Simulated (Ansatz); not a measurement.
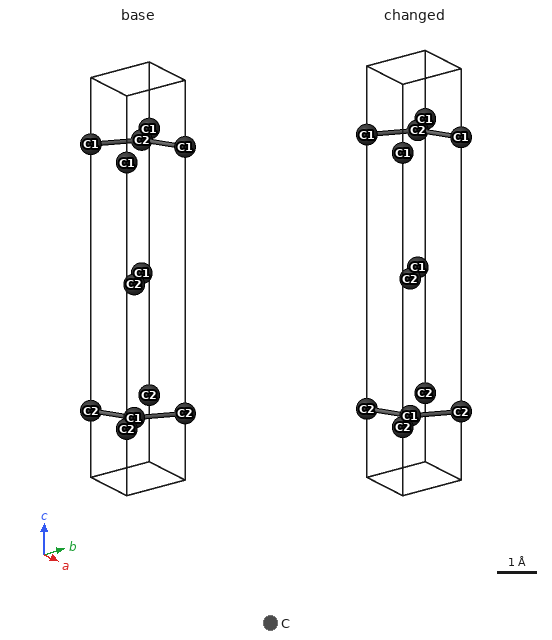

Left: a crystal of C (set up in R-3m). Right: the same structure after one change, at the same scale. A ball-and-stick model of the conventional cell (3 times the calculation's cell), seen slightly off an axis. Lengths and directions refer to the drawn axes.

All numbers below come from DFT r2SCAN, scalar-relativistic, plane waves, PAW (Ansatz 0.2.0). Set-up: plane-wave cutoff 500 eV; k-point mesh 18 × 18 × 18; occupations gaussian; smearing width 0.02 eV; no spin polarisation.

Question: What distinguishes the right structure from the left one?

Answer: The volume is changed by +3.0 %. The cell's shape and the atoms are relaxed at that volume.

Question: What does the change do?

Answer: The volume changes by +3.0 %, with a = b 2.456 → 2.457 Å (+0.1 %), c 10.557 → 10.863 Å (+2.9 %). No atom moves by more than 0.005 Å relative to the cell. The space group stays R-3m (No. 166). The energy changes by less than 1 meV per atom. The pressure goes from 0.0 to −0.5 GPa. The gap on the k-mesh: 0.52 eV before, 0.44 eV after.
